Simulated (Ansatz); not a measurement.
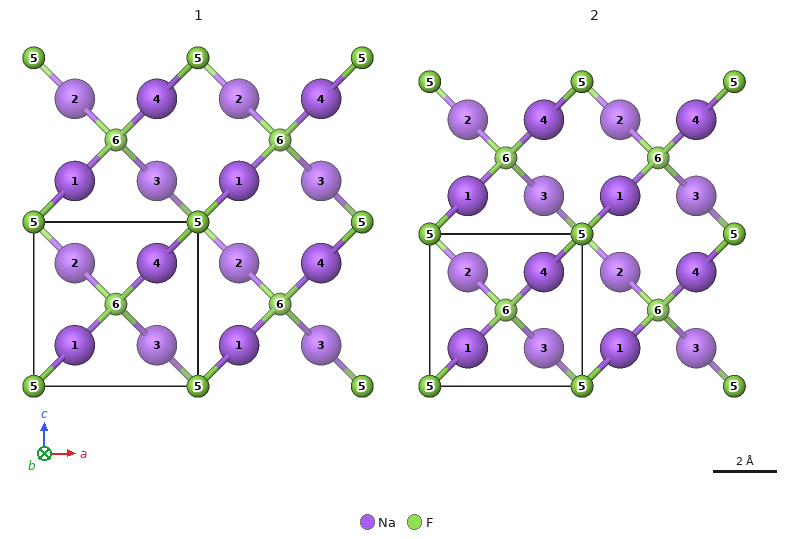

Two geometries of a crystal of Na₂F (built on the cuprite_224 type) (coarse preliminary run), drawn at one scale. One is the start of a relaxation, the other its converged end. A ball-and-stick model of the cell of the calculation, repeated 2 × 1 × 2 with one cell outlined, seen along the b axis.

Level of theory: DFT PBE, scalar-relativistic, plane waves, PAW (Ansatz). (plane-wave cutoff 420 eV; k-point mesh 4 × 4 × 4; occupations gaussian; smearing width 0.1 eV; no spin polarisation; cell and atoms relaxed; force threshold 0.04 eV/Å; at most 70 steps)

> Which one is relaxed?

Structure 1 is the relaxed one. Case: cuprite type (Pn-3m, No. 224). The atoms keep their places relative to the cell (all moves are under 0.005 Å). The drawn cell changes as follows: a = b = c 4.899 → 5.283 Å (+7.8 %); the volume changes by +25.4 %. Among the contacts that change: Na1–F5 2.121 → 2.288 Å. The space group stays Pn-3m (No. 224). Over 4 accepted moves (7 points after the start) the energy falls by 80.8 meV per atom. All forces vanish by symmetry, so only the cell relaxes. The pressure goes from 6.38 to −0.03 GPa. The SCF was repeated 3 times at an unchanged geometry on a basis and grid sized afresh for the cell, which shifted the energy by 12.1 meV per atom at most.
